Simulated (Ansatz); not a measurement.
HC$_{18}$ (slab)

Input

```
crystal:
  lattice:
    - [7.398, 0.0, 0.0]
    - [-3.699, 6.406856, 0.0]
    - [0.0, 0.0, 12.0]
  atoms:
    - { symbol: C, position: [0.0, 0.0, 0.0833333] }
    - { symbol: C, position: [0.2222222, 0.1111111, 0.0833333] }
    - { symbol: C, position: [0.0, 0.3333333, 0.0833333] }
    - { symbol: C, position: [0.2222222, 0.4444444, 0.0833333] }
    - { symbol: C, position: [0.0, 0.6666667, 0.0833333] }
    - { symbol: C, position: [0.2222222, 0.7777778, 0.0833333] }
    - { symbol: C, position: [0.3333333, 0.0, 0.0833333] }
    - { symbol: C, position: [0.5555556, 0.1111111, 0.0833333] }
    - { symbol: C, position: [0.3333333, 0.3333333, 0.0833333] }
    - { symbol: C, position: [0.5555556, 0.4444444, 0.0833333] }
    - { symbol: C, position: [0.3333333, 0.6666667, 0.0833333] }
    - { symbol: C, position: [0.5555556, 0.7777778, 0.0833333] }
    - { symbol: C, position: [0.6666667, 0.0, 0.0833333] }
    - { symbol: C, position: [0.8888889, 0.1111111, 0.0833333] }
    - { symbol: C, position: [0.6666667, 0.3333333, 0.0833333] }
    - { symbol: C, position: [0.8888889, 0.4444444, 0.0833333] }
    - { symbol: C, position: [0.6666667, 0.6666667, 0.0833333] }
    - { symbol: C, position: [0.8888889, 0.7777778, 0.0833333] }
    - { symbol: H, position: [0.9370665, 0.6475857, 0.1675], spin: 1.0 }
magnetization:
  spin_polarized: true
basis:
  ecutwfc: 420.0
kpoints:
  mp_grid: { grid: [2, 2, 1] }
hamiltonian:
  xc: pbesol
scf:
  occupations: { method: gaussian, width: 0.02 }
  lower_state_search: "off"
relax:
  f_tol: 0.03
  max_steps: 60
  adjacent_minimum: "off"
output:
  write_density: true
  write_potential: true
  elf: true
  volumetric_format: npy
```

Launched as:

```sh
ansatz run input.yaml --threads 2 --pin off --max-ram 5120MiB --backend cpu --events-out ev --progress --plain --runs-dir out
```

The fields are those of the relaxed geometry.

The program warned that a starting moment wasn't kept; spin-polarised, but the moments vanished.

All numbers below come from DFT PBEsol, scalar-relativistic, plane waves, PAW in Ansatz.

Q: Predict the valence pseudo-density and electron localisation function between the atoms.

A: C–H (1.13 Å): ρ is about 1.7 e/Å³ halfway; the ELF climbs to about 1 towards the hydrogen, as it does in any bond to H: an ordinary covalent bond to hydrogen.

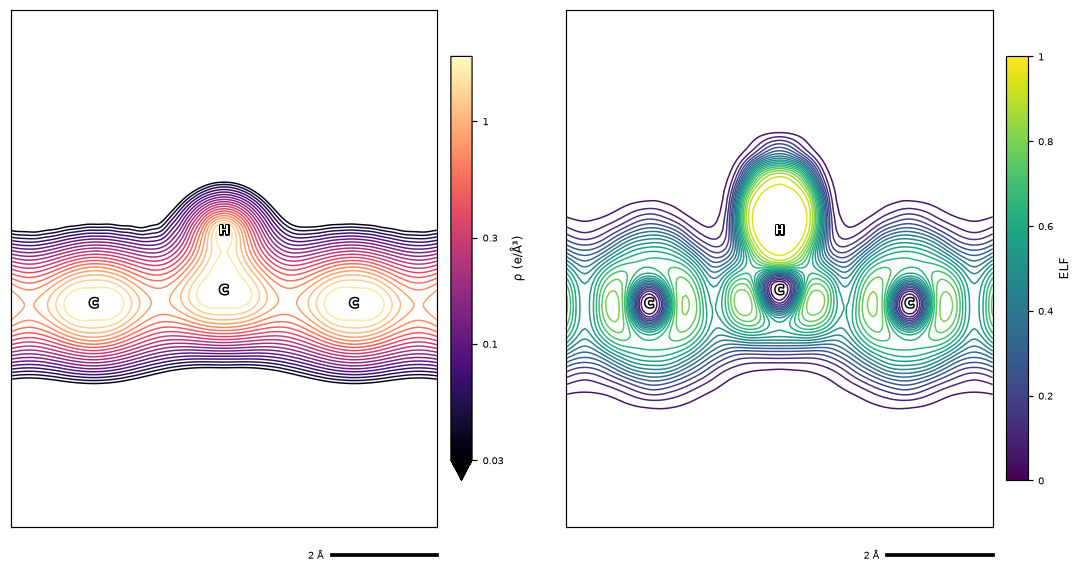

Computed valence pseudo-density and electron localisation function on the (010) plane of the calculation cell, a cut from vacuum to vacuum, in this order. Atoms just off the plane (C, 0.7 Å away) can leave unmarked features too.

The density is the valence pseudo-density of a PAW calculation; it isn't the true density close to the nuclei.
